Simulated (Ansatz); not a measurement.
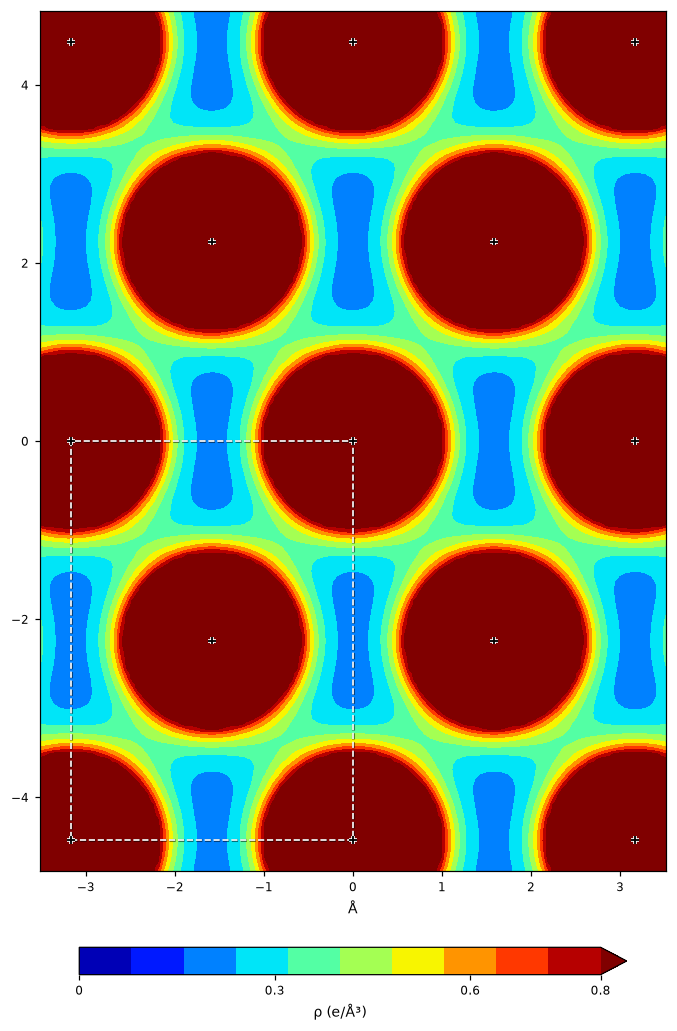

The valence electron density on a plane through atoms (crosses mark nuclei in the plane).

The calculation used DFT PBEsol, scalar-relativistic, plane waves, PAW in Ansatz 0.2.0.

Candidates:
A. WS2, a = 3.18 Å, b = 3.18 Å, c = 16.61 Å, α = 90.00°, β = 90.00°, γ = 120.00°. Space group P-6m2; a structure from a database of computed crystals, not necessarily the ambient phase; changed on purpose from its base cell (strain -0.0200 x Voigt [0, 0, 1, 0, 0, 0], atoms carried along); not relaxed (largest force 0.5 eV/Å).
B. Pt, a = 3.17 Å, b = 3.17 Å, c = 3.17 Å, α = 90.00°, β = 90.00°, γ = 90.00°. Space group Im-3m; a structure from a database of computed crystals, not necessarily the ambient phase; computed pressure about −11 GPa in this cell.

Which system is this?

Answer. Candidate B: Pt on the (011̄) plane of the conventional cell, which holds Pt. Pt–Pt (2.74 Å): the density is about 0.39 e/Å³ at the midpoint.
